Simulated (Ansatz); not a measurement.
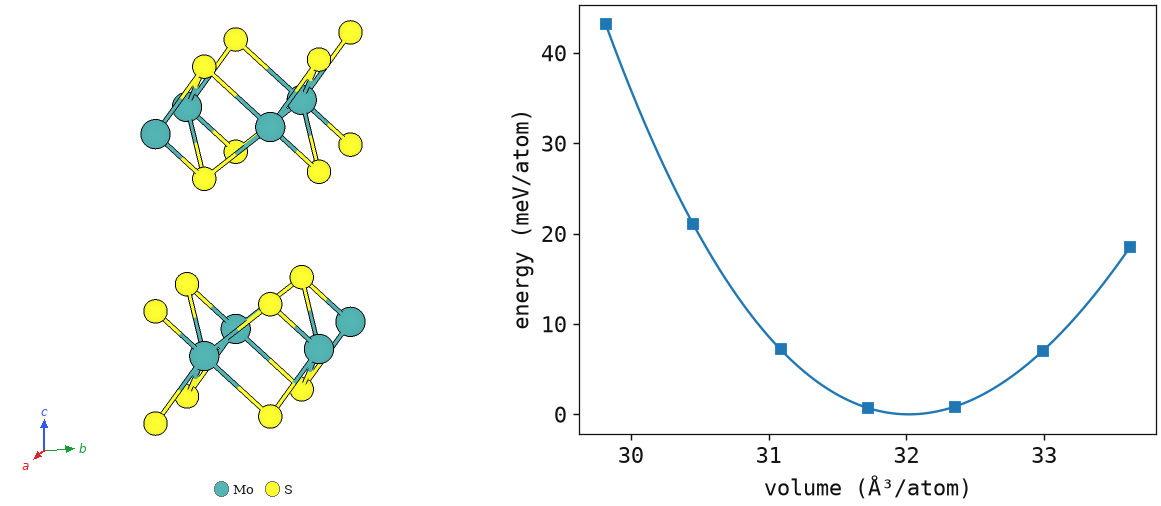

The plot gives the computed energy against volume for MoS₂, space group P-3m1 (No. 164). The slab (repeated in the plane, vacuum cut away) is drawn beside the plot.

Structure:
```
CELL_PARAMETERS angstrom
3.18454 0.00000 0.00000
-1.59227 2.75789 0.00000
0.00000 0.00000 21.67053
ATOMIC_POSITIONS crystal
Mo 0.33333 0.66667 0.85116
Mo 0.66667 0.33333 0.14884
S 0.66667 0.33333 0.77963
S 0.33333 0.66667 0.07725
S 0.66667 0.33333 0.92275
S 0.33333 0.66667 0.22037
```

Calculation (Ansatz 0.2.0): plane-wave DFT, no spin polarisation; energies at scaled volumes of the given cell, shape and fractions fixed, counted from the fit's minimum, third-order Birch-Murnaghan fit. Level: PBE.

- k mesh: 10×10×2
- occupations: Fermi–Dirac
- smearing width: 0.05 eV
- potentials: Ansatz PAW
- wave cutoff: 420 eV
- density cutoff: 1680 eV

This calculation gives: equilibrium volume 32.02 Å³/atom and bulk modulus 80.5 GPa.

Now the level changes from PBE to RPBE. What happens?

The equilibrium volume rises from 32.02 to 32.58 Å³/atom (+1.7 %) and the bulk modulus falls from 80.5 to 76.2 GPa (−5.3 %).

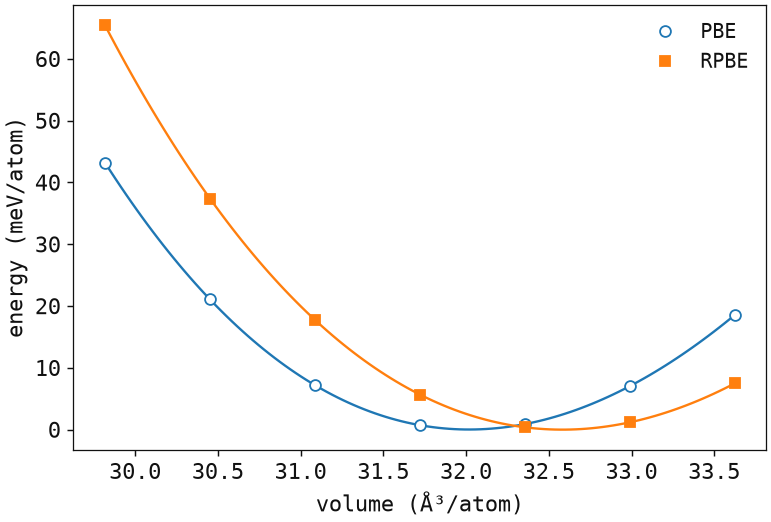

The two results together.

For PBE, limits of the calculation: shape and atomic fractions are frozen while scaling, which makes layered, chain and framework solids too stiff.

For RPBE, limits of the calculation: the functional was run on potentials made for another functional; shape and atomic fractions are frozen while scaling, which makes layered, chain and framework solids too stiff.

V0 and the bulk modulus come from third-order Birch–Murnaghan fits.
